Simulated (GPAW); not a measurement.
## BN (P6_3mc): refractive index against wavelength

The refractive index of BN (P6_3mc) along x below the direct gap (8.19 eV on the mesh) is read from one computed spectrum, n = √(Re ε). x, y and z are the Cartesian axes of the input cell.

It takes space group P6_3mc (No. 186, hexagonal). Conventional cell: a = 2.536 Å, b = 2.536 Å, c = 4.199 Å, α = 90.00°, β = 90.00°, γ = 120.00°. N on site b has 4 B at 1.56 to 1.57 Å as nearest neighbours. B on site b is surrounded by 4 N at 1.56 to 1.57 Å.

Method: GPAW 26.7.0, LDA, RPA, k-mesh 15×15×7, local fields up to 50 eV, Lorentzian half width 0.15 eV.

Launch of the response step: `OMP_NUM_THREADS=1 python df.py`. The run took 49 s, its band step included, on 1 thread of Arm Neoverse V1, on a shared host.

| wavelength (nm) | photon energy E (eV) | n |
| --- | --- | --- |
| 532 | 2.331 | 2.1520 |
| 450 | 2.755 | 2.1642 |
| 405 | 3.061 | 2.1745 |
| 365 | 3.397 | 2.1874 |
| 308 | 4.025 | 2.2165 |
| 266 | 4.661 | 2.2536 |
| 248 | 4.999 | ? |

In the single-oscillator model n² − 1 = E₀E_d/(E₀² − E²), so 1/(n² − 1) = E₀/E_d − E²/(E₀E_d) is linear in E².

Working, on the rows shown:

| x = E² (eV²) | y = 1/(n² − 1) |
| --- | --- |
| 5.43137 | 0.275398 |
| 7.59115 | 0.271462 |
| 9.37179 | 0.268208 |
| 11.5384 | 0.26422 |
| 16.2043 | 0.255567 |
| 21.7255 | 0.245175 |

Means: x̄ = 11.977, ȳ = 0.26334. Σ(x − x̄)(y − ȳ) = -0.3376, Σ(x − x̄)² = 182. Slope = -0.3376 / 182 = -0.001855; intercept = ȳ − slope · x̄ = 0.28556. Turned back into n, the line misses the rows shown by at most 0.00029.

Task: Fill in the last column of the withheld row.

Result: At x = 24.994 the line gives y = 0.23919, that is 2.2761. The run gave 2.2771, so the extrapolation is off by 0.00097, 0.8 % of the range in the table.

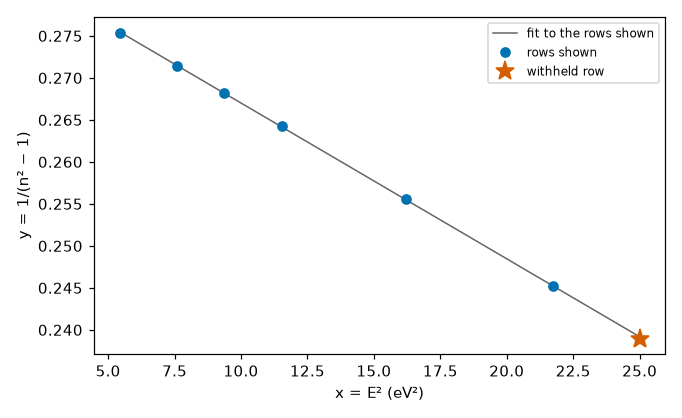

Refitted with all rows, the slope is -0.001864 and the intercept 0.28564. These give E₀ = √(intercept/−slope) = 12.38 eV and E_d = E₀/intercept = 43.3 eV; E₀ is 1.5 times the direct gap. The electronic limit at long wavelengths, without lattice vibrations, is n = √(1 + 1/intercept) = 2.122. The cell comes from an older database entry, whose edges can be off by a per cent or so. Excitons are left out; LDA gaps are as a rule too small. The values come from a sum over the points of one k-mesh and carry its error, which grows as the direct gap shrinks.
